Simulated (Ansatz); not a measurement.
## Where H_i (bond centre, by Se) puts its levels in the gap of CdSe (P6_3mc)

Charge states of H_i (bond centre, by Se) in CdSe (P6_3mc), set against the band edges. Model: a cell of 72 host atoms with 1 H put in.

Program: Ansatz 0.2.0. Level of theory: place-levels on r2SCAN runs: charge-transition levels and formation energies with image-charge correction and potential alignment at the atomic sites; PAW set soft_1. Results are calculated unless marked as measured.

### Step 1. Starting point

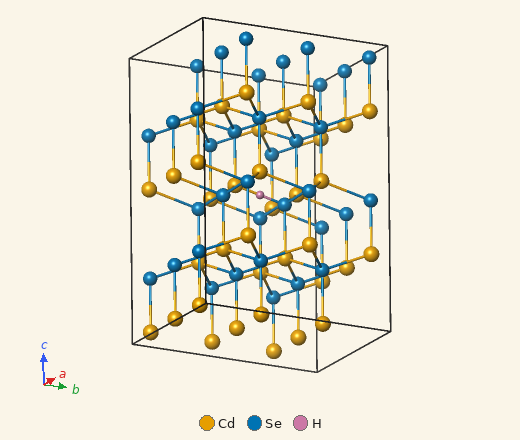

The starting structure, seen slightly off an axis (cadmium orange, selenium blue, hydrogen pink).

The cell holds 73 atoms: 36 Cd, 36 Se and 1 H. Its edges and angles: a = 13.023 Å, b = 13.023 Å, c = 14.159 Å, α = 90.0°, β = 90.0°, γ = 120.0°. It derives from CdSe (space group P6_3mc). Nearest the centre at fractional (0.500, 0.333, 0.469): H73 at 0.00 Å, Cd29 at 1.33 Å, Se36 at 1.33 Å, Se31 at 3.34 Å, Cd34 at 3.34 Å, Se28 at 3.34 Å, Se4 at 3.34 Å, Cd61 at 3.34 Å.

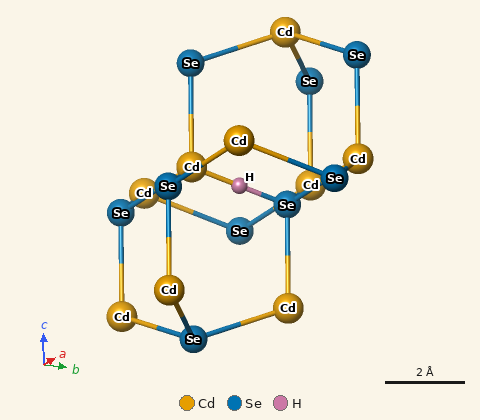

The atoms within 5 Å of the centre.

Screening for the image-charge correction: ε∞ = (8.02, 8.02, 8.09), ε0 = (11.43, 11.43, 12.09), computed on the host (DFPT, PBEsol, on the r2SCAN cell), and a cell off the functional's own equilibrium shifts the ionic part.

The cell's shortest repeat is 13.0 Å.

### Step 2. The runs of each charge state

Levels follow from differences of total energies between charge states, each relaxed by itself.

Random displacements of about 0.05 Å break the site symmetry at the start, so that the relaxation can reach a distorted minimum if there is one. Forces are taken at one point at (¼, ¼, ¼). The cell holds 1 electron more than the neutral one, with a uniform background that keeps it neutral on the whole.

The sampling was tested on the host first: at the k-points planned (1x1x1 shifted 0.25 0.25 0.25) its energy lies -0.014 eV an atom from the dense-mesh value, under the bound of 0.02 eV set for this test; that bounds the host's error, not the defect's.

One state's input; the others differ in charge, spin, start and seed, and in occupations where the table says so.

Contents of qm1.relax/input.yaml:

```yaml
crystal:
  lattice:
    - [13.02269516, 0.0, 0.0]
    - [-6.51134758, 11.27798483, 0.0]
    - [0.0, 0.0, 14.15932694]
  atoms:
    - { symbol: Cd, position: [0.11111111, 0.22222222, 2.861e-05] }
    - { symbol: Cd, position: [0.22222222, 0.11111111, 0.25002861] }
[... 1 atom line left out ...]
    - { symbol: Se, position: [0.22222222, 0.11111111, 0.43797139] }
    - { symbol: Cd, position: [0.11111111, 0.22222222, 0.50002861] }
[... 6 atom lines left out ...]
    - { symbol: Se, position: [0.22222222, 0.44444444, 0.43797139] }
[... 13 atom lines left out ...]
    - { symbol: Cd, position: [0.55555556, 0.11111111, 0.25002861] }
    - { symbol: Se, position: [0.44444444, 0.22222222, 0.18797139] }
    - { symbol: Se, position: [0.55555556, 0.11111111, 0.43797139] }
    - { symbol: Cd, position: [0.44444444, 0.22222222, 0.50002861] }
    - { symbol: Cd, position: [0.55555556, 0.11111111, 0.75002861] }
    - { symbol: Se, position: [0.44444444, 0.22222222, 0.68797139] }
[... 2 atom lines left out ...]
    - { symbol: Cd, position: [0.55555556, 0.44444444, 0.25002861] }
[... 1 atom line left out ...]
    - { symbol: Se, position: [0.55555556, 0.44444444, 0.43797139] }
    - { symbol: Cd, position: [0.44444444, 0.55555556, 0.50002861] }
    - { symbol: Cd, position: [0.55555556, 0.44444444, 0.75002861] }
    - { symbol: Se, position: [0.44444444, 0.55555556, 0.68797139] }
[... 13 atom lines left out ...]
    - { symbol: Cd, position: [0.77777778, 0.22222222, 0.50002861] }
[... 6 atom lines left out ...]
    - { symbol: Se, position: [0.88888889, 0.44444444, 0.43797139] }
    - { symbol: Cd, position: [0.77777778, 0.55555556, 0.50002861] }
[... 1 atom line left out ...]
    - { symbol: Se, position: [0.77777778, 0.55555556, 0.68797139] }
[... 9 atom lines left out ...]
    - { symbol: H, position: [0.5, 0.333333, 0.469] }
  host:
    repeats: [3, 3, 2]
    atoms:
      - { symbol: Cd, position: [0.33333333, 0.66666667, 5.722e-05] }
      - { symbol: Cd, position: [0.66666667, 0.33333333, 0.50005722] }
      - { symbol: Se, position: [0.33333333, 0.66666667, 0.37594278] }
      - { symbol: Se, position: [0.66666667, 0.33333333, 0.87594278] }
total_charge: -1
basis:
  ecutwfc: 500
  xc_grid: 2
hamiltonian:
  xc: r2scan
  pseudopotentials: { kind: paw, azcp: { folder: soft_1 } }
kpoints:
  mp_grid: { grid: [1, 1, 1], shift: [0.25, 0.25, 0.25] }
scf:
  occupations: { method: fixed }
  max_iter: 100
output:
  forces: true
  charged_corrections:
    epsilon: [8.02, 8.02, 8.09]
    static_epsilon: [11.43, 11.43, 12.09]
    defect_position: [0.5, 0.333333, 0.469]
relax:
  f_tol: 0.02
  max_steps: 80
  random_displacement: { amplitude: 0.05, seed: 5496 }
checkpoint:
  write: "../qm1.relax.run"
  compress: false
  write_wavefunctions: true
  write_every: 100000
```

Run with:

```sh
> ansatz run input.yaml --threads 32 --pin off --max-ram 56524MiB --backend cuda --events-out ev --progress --plain --runs-dir out --max-vram 78GiB
```

Defect states can disperse in a cell of this size, so the energy is taken again at a 2×2×2 shifted mesh, on the relaxed structure.

The run of this state that the levels use, under r2SCAN:

Contents of qm1.point/input.yaml:

```yaml
crystal:
  checkpoint: "../qm1.relax.run"
  host: checkpoint
total_charge: -1
basis:
  ecutwfc: 500
  xc_grid: 2
hamiltonian:
  xc: r2scan
  pseudopotentials: { kind: paw, azcp: { folder: soft_1 } }
kpoints:
  mp_grid: { grid: [2, 2, 2], shift: [0.5, 0.5, 0.5] }
scf:
  occupations: { method: fermi_dirac, width: 0.01 }
  max_iter: 100
output:
  forces: true
  eigenvalues: true
  charged_corrections:
    epsilon: [8.02, 8.02, 8.09]
    static_epsilon: [11.43, 11.43, 12.09]
    defect_position: [0.5, 0.333333, 0.469]
  eigenstates: { localisation: true }
  populations: true
  band_densities: [{ bands: [v1, v1] }, { bands: [c1, c1] }]
  write_density: true
  write_potential: true
  volumetric_format: npy
checkpoint:
  read: "../qm1.relax.run"
  write: "../qm1.point.run"
  compress: false
  write_wavefunctions: false
  write_every: 100000
```

Relaxations under r2SCAN at one point at (¼, ¼, ¼); times on 1 × NVIDIA GB200 with 32 threads of Arm Neoverse V2, shared host:

```
charge  moment (μB)  occupations    outcome  steps  largest displacement against the far atoms (Å)  time
    −1            0        fixed  converged     27                                            2.35  43 s
     0            1        fixed  converged     10                                            0.75  33 s
    +1            0        fixed  converged      9                                            0.78  18 s
```

Single points under r2SCAN at a 2×2×2 shifted mesh; times on 1 × NVIDIA GB200 with 32 threads of Arm Neoverse V2, shared host:

```
charge  moment (μB)  occupations    outcome  time
    −1            0  fermi-dirac  converged  12 s
     0            1  fermi-dirac  converged  26 s
    +1            0  fermi-dirac  converged  12 s
```

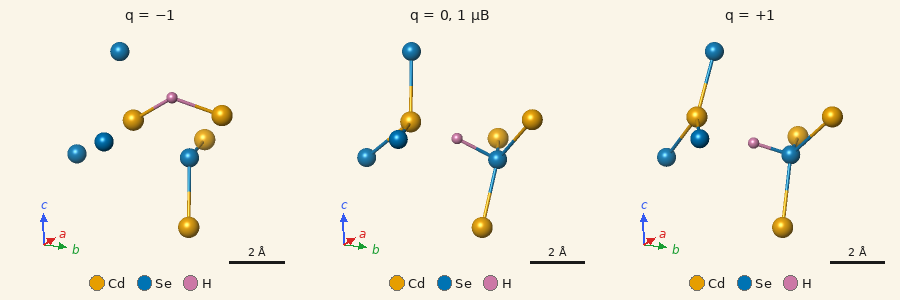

The structures near the centre after relaxation with r2SCAN, by charge. Bonds to atoms that aren't drawn are left out.

Distances (Å) from H73 to the nearest atoms after relaxation with r2SCAN:

```
charge  moment (μB)       1.       2.       3.       4.       5.       6.
    −1            0  Cd 1.97  Cd 1.97  Cd 2.79  Se 3.14  Se 3.20  Se 3.20
     0            1  Se 1.74  Cd 1.86  Cd 3.20  Cd 3.31  Cd 3.44  Se 3.61
    +1            0  Se 1.47  Cd 2.36  Cd 3.32  Cd 3.38  Cd 3.42  Se 3.51
```

### Step 3. Levels against the band edges, r2SCAN

A charged cell interacts with its images and the background, and its potential has another zero than the host's. place-levels removes the first by a point-charge model, screened by the static dielectric constant since the ions have relaxed around the charge, and the second by comparing potentials at atoms far from the defect.

The host is a run of the defect-free crystal in the same cutoffs, grids and k-points, so that basis and sampling errors cancel in part in the differences. The host is run in a cell of 4 atoms on a matching mesh. Its band edges are searched through the zone by a band path, so the gap is smaller than, or equal to, that on the mesh. Chemical potentials are energies per atom of H (H2 molecule), run with the same functional and cutoff.

Contents of levels.point.yaml:

```yaml
host:
  run: host.point.run
states: [qm1.point.run, q0_M1.point.run, qp1.point.run]
geometry_from:
  qm1.point.run: qm1.relax.run
  q0_M1.point.run: q0_M1.relax.run
  qp1.point.run: qp1.relax.run
  host.point.run: host.relax.run
chemical_potentials:
  H:
    energy: -15.945394
    dataset: "<sha256 of the dataset>"
epsilon: [8.02, 8.02, 8.09]
static_epsilon: [11.43, 11.43, 12.09]
vertical:
  - { from: qm1.point.run, to: qm1.point_neutral.run }
  - { from: qp1.point.run, to: qp1.point_neutral.run }
```

Run with:

```sh
> ansatz place-levels levels.point.yaml -- --threads 32 --pin off --max-ram 56524MiB --backend cuda --max-vram 78GiB
```

Numbers of over 12 decimals in the logs are rounded to 6 here.

The program printed:

```text
[... repeated set-up lines and file paths are left out, and long positions are rounded to six places ...]
(+1/0) 1.730 eV above the valence edge (+1.967 eV without the band-filling correction), in the conduction band; not on the lower envelope
(0/-1) 1.023 eV above the valence edge (+0.786 eV without the band-filling correction), 0.074 eV under the conduction edge; not on the lower envelope
(+1/-1) 1.376 eV above the valence edge, in the conduction band: charges between them are lowest nowhere
formation energy of charge +1: +0.151 eV with the Fermi level at the valence edge
formation energy of charge 0: +1.880 eV with the Fermi level at the valence edge
formation energy of charge -1: +2.904 eV with the Fermi level at the valence edge
vertical -1 to 0: no energy, since no alignment is typed
  the change from vertical[0].from (qm1.point.run) to vertical[0].to (qm1.point_neutral.run): by its potential at epsilon [8.02, 8.02, 8.09] it stands at 0.630 0.367 0.503, with an rms radius of about 2.4 Å (1.6 1.6 0.9 Å across the planes of the cell's [...]
vertical +1 to 0: no energy, since no alignment is typed
  the change from vertical[1].from (qp1.point.run) to vertical[1].to (qp1.point_neutral.run): by its potential at epsilon [8.02, 8.02, 8.09] it stands at 0.425 0.147 0.488, with an rms radius of about 7.6 Å (4.2 4.0 4.8 Å across the planes of the cell's [...]
  edges by r2scan, gap 1.097 eV; the host is sampled to repeats of 26.05 Å
  the defect's cells are sampled to repeats of 26.05 Å, like sampling
  charge +1: -494947.2710 eV with its correction of +0.152 eV, at epsilon [11.43, 11.43, 12.09], aligned at sites: +0.0145 eV, mean over 32 atomic sites at or beyond 6.51 Å from the defect at [0.5000, 0.3333, 0.4690], with -0.000000 for the charge's moments [...]
  charge 0: +0.000 eV for its dipole among its images, +0.001 omitted
  charge -1: -494931.2603 eV with its correction of +0.126 eV, at epsilon [11.43, 11.43, 12.09], aligned at sites: +0.0122 eV, mean over 32 atomic sites at or beyond 6.51 Å from the defect at [0.5000, 0.3333, 0.4690], with +0.004351 for the charge's moments [...]
  of states[2] (qp1.point.run): how wide its charge is, is not read beside other atoms or cores, and a band state would take no correction. [...]
  of states[1] (q0_M1.point.run): a band-filling correction moves a carrier to the host's band edge, which changes its energy by -0.238 eV; stability_check_not_made
  of states[0] (qm1.point.run): its displacements don't fall off away from the defect: farther atoms stand 0.046 Å off the host's places. [...]
  of vertical[0].from (qm1.point.run): its displacements don't fall off away from the defect: farther atoms stand 0.046 Å off the host's places. [...]
  of vertical[0].to (qm1.point_neutral.run): its displacements don't fall off away from the defect: farther atoms stand 0.046 Å off the host's places. [...]
```

Wall time 0.33 s (32 threads of Arm Neoverse V2, shared host).

Levels between the charges placed, in eV above the valence top:

```
        gap (eV)  (+1/0)  (0/−1)
r2SCAN      1.10    1.73    1.02
```

Corrections by state:

```
charge  moment (μB)  image terms and alignment (eV)  band filling (eV)                                  ε used  over the lowest of its charge, as the program ranks them, band filling apart (eV)
    +1          0.0                           0.152                  -  principal values (11.43, 11.43, 12.09)                                                                              0.000
     0          1.0                           0.000             -0.238                                       -                                                                              0.000
    −1          0.0                           0.126                  -  principal values (11.43, 11.43, 12.09)                                                                              0.000
```

The charged structures listed were also run neutral, and place-levels reads from each pair, by the potential or the spins, how wide the charge is by which they differ; that can be the carrier of either run.

```
charge  rms radius (Å)  spread where it is widest against the cell (Å)  wide from (Å)  reading
    +1             7.6                                            4.24           1.95     wide
    −1             2.4                                            1.59           1.95   narrow
```

The neutral runs of these pairs need not share the spin of the lowest neutral state, and very wide values only mean spread over the cell.

From the program's caveats on the states, each cut to its opening words:

- charge +1: how wide its charge is, is not read beside other atoms or cores, and a band state would take no correction
- charge 0 (1 μB): a band-filling correction moves a carrier to the host's band edge, which changes its energy by -0.238 eV
- charge 0 (1 μB): flagged: stability check not made
- charge −1: its displacements don't fall off away from the defect: farther atoms stand 0.046 Å off the host's places

The host's formation energy from the elements is -0.759 eV per atom; it sets how far the chemical potentials can move.

Limit set by the element alone; other compounds of these elements are not counted. Chemical potentials from the elements' reference states: Cd 0.00 eV, Se -1.52 eV, H 0.00 eV. Formation energies (Cd-rich), with the Fermi level at the valence top and at the conduction bottom (gap 1.10 eV):

```
charge  at valence top (eV)  at conduction bottom (eV)  correction included (eV)
    +1                 0.15                       1.25                      0.15
     0                 1.88                       1.88                     -0.24
    −1                 2.90                       1.81                      0.13
```

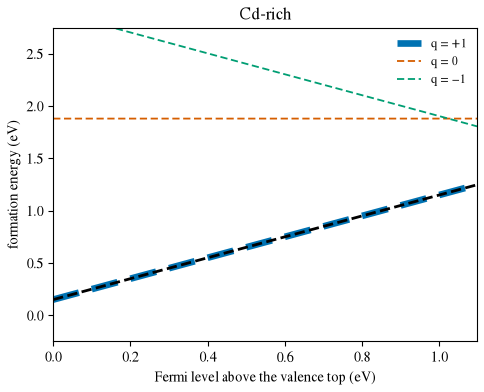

Formation energy against Fermi level; the thick line follows the lowest charge state.

Limit set by the element alone; other compounds of these elements are not counted. Chemical potentials from the elements' reference states: Se 0.00 eV, Cd -1.52 eV, H 0.00 eV. Formation energy by charge state (Se-rich; gap 1.10 eV):

```
charge  at valence top (eV)  at conduction bottom (eV)  correction included (eV)
    +1                 0.15                       1.25                      0.15
     0                 1.88                       1.88                     -0.24
    −1                 2.90                       1.81                      0.13
```

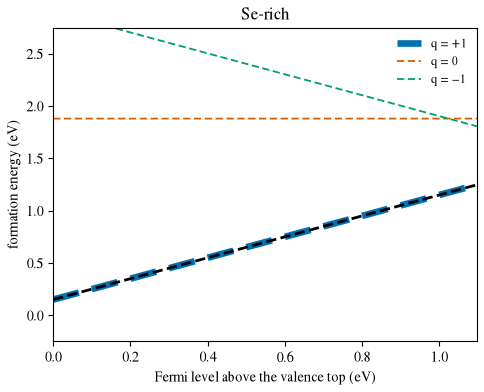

Formation energy against Fermi level; the thick line follows the lowest charge state.

### Step 4. The same at the relaxations' own k-points

The relaxations' own energies give the levels at their sampling, for comparison.

Contents of levels.relax_mesh.yaml:

```yaml
host:
  run: host.relax.run
states: [qm1.relax.run, q0_M1.relax.run, qp1.relax.run]
chemical_potentials:
  H:
    energy: -15.945394
    dataset: "<sha256 of the dataset>"
```

Run with:

```sh
> ansatz place-levels levels.relax_mesh.yaml -- --threads 32 --pin off --max-ram 56524MiB --backend cuda --max-vram 78GiB
```

The program printed:

```text
[...]
formation energy of charge +1: +0.158 eV with the Fermi level at the valence edge
formation energy of charge 0: +1.844 eV with the Fermi level at the valence edge
formation energy of charge -1: +2.949 eV with the Fermi level at the valence edge
  edges by r2scan, gap 1.102 eV; the host is sampled to repeats of 19.24 Å
[... the lines on each state left out ...]
```

Elapsed: 0.1 s, on 32 threads.

Levels between neighbouring charges, in eV above the valence top:

```
                        gap (eV)  (+1/0)  (0/−1)
one point at (¼, ¼, ¼)      1.10    1.69    1.10
  a 2×2×2 shifted mesh      1.10    1.73    1.02
```

Going from one point at (¼, ¼, ¼) to a 2×2×2 shifted mesh moves formation energies against the elements by up to 0.05 eV; band-filling terms, which differ between samplings, are in these energies.

### Step 5. Outcome

| Quantity | Value |
| --- | --- |
| gap of the host | 1.10 eV (r2SCAN) |
| level (plus 1/0) | 1.73 eV above the valence top, past the conduction bottom, not a change between lowest states (1.97 eV above the valence top without the band-filling term) |
| level (0/minus 1) | 1.02 eV above the valence top, not a change between lowest states (0.79 eV above the valence top without the band-filling term) |
| lowest of the charges placed, just above the valence top (0.02 eV) | +1 |
| lowest of the charges placed, just below the conduction bottom (0.02 eV) | +1 |
| lowest formation energy at mid-gap of the charges run, Cd-rich | 0.70 eV |
| lowest formation energy at mid-gap of the charges run, Se-rich | 0.70 eV |

Of the charges placed (−1, 0 and +1), +1 is the lowest from 0.02 eV above the valence top to 0.02 eV below the conduction bottom, a gap of 1.10 eV. Charges above +1 were not placed, so these runs say nothing of levels that involve them. States placed: +1 at 0 μB; 0 at 1 μB; −1 at 0 μB. Other spin states or structures, where not listed, weren't placed. The program finds carriers beyond a band edge of the host and adds a band-filling term at charge 0 (-0.24 eV); steps to such a charge show no bound level, and a defect level inside a band would be read the same way. At charge −1 the atom put in ends up to 2.3 Å from its starting place, so the name tells the start alone and the levels can join different sites. H is taken at its element; compounds, which aren't counted here, bound the chemical potentials and would shift these formation energies. Going from one point at (¼, ¼, ¼) to a 2×2×2 shifted mesh moves formation energies against the elements by up to 0.05 eV; band-filling terms, which differ between samplings, are in these energies. Limits: r2SCAN makes the gap too small and tends to spread out bound carriers; spin–orbit coupling, which can matter with heavy atoms, is left out; force components of up to 0.16 eV/Å remain in a run at the final settings.

[Logs are printed without paths, hosts, clocks, repeated set-up lines and the standing remarks that a program may print on its own settings, such as how far it seeks lower states.]

[Hosts, paths, dates, database ids (printed as entryN), source tags and the programs' standing remarks are cut or masked in the printed files.]

[Where a table of states has a column of steps, it counts the stored structures, which are thinned; the runs took as many ionic steps or more.]

[A defect's name tells the site on which it was built; relaxed atoms can leave that site.]

[For some hosts the program warned that the k-mesh of the response run may be too coarse for force constants and the static dielectric constant; such warnings are not shown here.]
